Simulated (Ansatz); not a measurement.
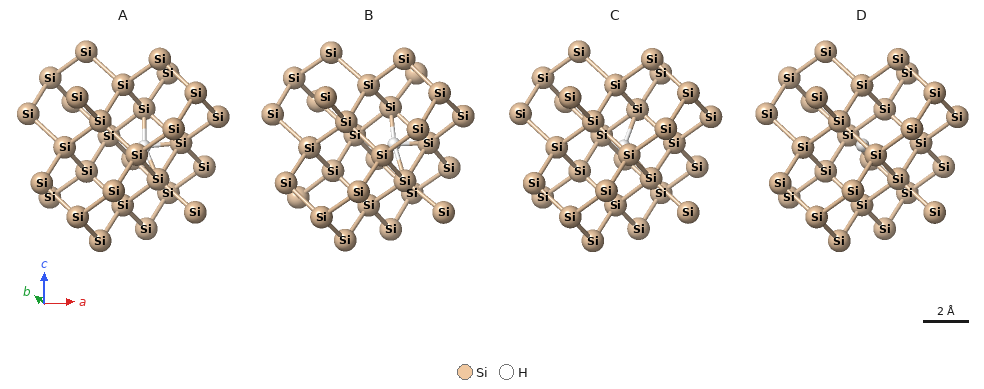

4 geometries from one relaxation of a defect cell of composition Si16H (cell charge +1), in shuffled order. Style: ball-and-stick. Shown: the atoms within 5.0 Å of the atom that moves most (axes of the conventional cell (4 times the calculation's cell) (origin shifted)), slightly off an axis. Lengths and directions refer to the drawn axes.

It is an interstitial H in diamond Si. The run prepares an end point of a later path (interstitial hop) calculation, from a guessed geometry.

Theory: DFT PBE, scalar-relativistic, plane waves, PAW (Ansatz). Set-up: plane-wave cutoff 420 eV; k-point mesh 2 × 2 × 2; occupations gaussian; smearing width 0.02 eV; no spin polarisation; atoms relaxed in a fixed cell; force threshold 0.03 eV/Å; at most 60 steps.

Q: Order the frames from highest to lowest energy.

A: D, C, A, B. They are steps 0, 2, 5, 13, at +0.774 eV per cell of the calculation, +0.518 eV per cell of the calculation, +97.5 meV per cell of the calculation relative to the last. The largest move is that of the H atom, 1.08 Å along +a. By element the largest moves are H 1.08 Å, Si 0.14 Å. The lattice vectors keep their values. Some distances before and after: H–Si 2.687 → 1.579 Å, H–Si 2.335 → 2.035 Å, Si–Si 2.351 → 2.473 Å, Si–Si 2.351 → 2.335 Å. New bonds form: H–Si (2.69 → 1.58 Å). Bond angles that change, for instance: Si–Si–Si 109.5° → 114.3°, Si–Si–Si 109.5° → 105.8°, Si–Si–Si 109.5° → 113.1°. The energy falls by 0.774 eV per cell of the calculation in 11 accepted moves (13 points after the start). The largest force component goes from 0.3 to 0.0088 eV/Å. The line search rejected the trial step at point 7 of the run. 1 step only repeated the SCF at the same geometry.

Limits of the set-up: the k-point mesh is coarse for a cell with partly filled bands; the periodic images lie only 7.7 Å apart, so the values are limited by the cell's size; the cell is charged, on a uniform background, and energies carry no finite-size correction.
